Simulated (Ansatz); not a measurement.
```yaml
crystal:
  lattice:
    - [3.14312, 0.00000, 0.00000]
    - [0.00000, 6.54009, 0.00000]
    - [0.00000, 0.00000, 27.21102]
  atoms:
    - { symbol: S, position: [0.50000, 0.99063, 0.25210] }
    - { symbol: Mo, position: [0.50000, 0.89660, 0.32623] }
    - { symbol: S, position: [0.00000, 0.62734, 0.33836] }
    - { symbol: S, position: [0.00000, 0.09490, 0.37159] }
    - { symbol: Mo, position: [0.00000, 0.78001, 0.42095] }
    - { symbol: S, position: [0.50000, 0.51245, 0.43622] }
    - { symbol: S, position: [0.50000, 0.96984, 0.46876] }
    - { symbol: Mo, position: [0.50000, 0.66248, 0.51635] }
    - { symbol: S, position: [0.00000, 0.39452, 0.53186] }
    - { symbol: S, position: [0.00000, 0.85117, 0.56482] }
    - { symbol: Mo, position: [0.00000, 0.54486, 0.61224] }
    - { symbol: S, position: [0.50000, 0.26602, 0.62757] }
    - { symbol: S, position: [0.50000, 0.73272, 0.66268] }
    - { symbol: Mo, position: [0.50000, 0.41919, 0.70157] }
    - { symbol: S, position: [0.00000, 0.25249, 0.74880] }
```

Computed without spin polarisation.

Method: DFT PBEsol, scalar-relativistic, plane waves, PAW (Ansatz).

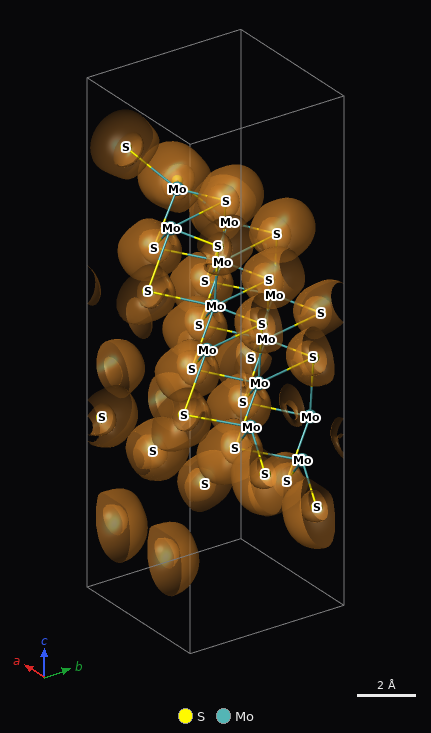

MoS$_{2}$ (slab). Isosurface of the electron localisation function at 0.75 (orange), seen at an oblique angle. Core shells and regions of very low density are left out. Sticks mark near contacts.

Core electrons are frozen (PAW), and the valence fields are smoothed inside the atomic spheres.

### Describe the localisation domains.

At this value the surface marks out one ring or bowl of non-bonding electrons around S, one lobe on S, pointing away from the bonds (lone pairs) and eight regions wrapped around S (the valence shell of each), counted in one cell of 15 atoms. Counts are for one cell; the picture repeats the cell along the surface. Profiles from the grid: Mo–S (2.11 Å): the ELF peaks at about 0.80 in the valence shell of S, 0.7 Å from its nucleus, and is about 0.45 at the midpoint. Mo–S (2.25 Å): the ELF peaks at about 0.80 in the valence shell of S, 0.8 Å from its nucleus, and is about 0.50 at the midpoint.

### Does the calculation make it a metal, or give it a gap?

It is metallic or semimetallic at this level of theory: no gap opens.
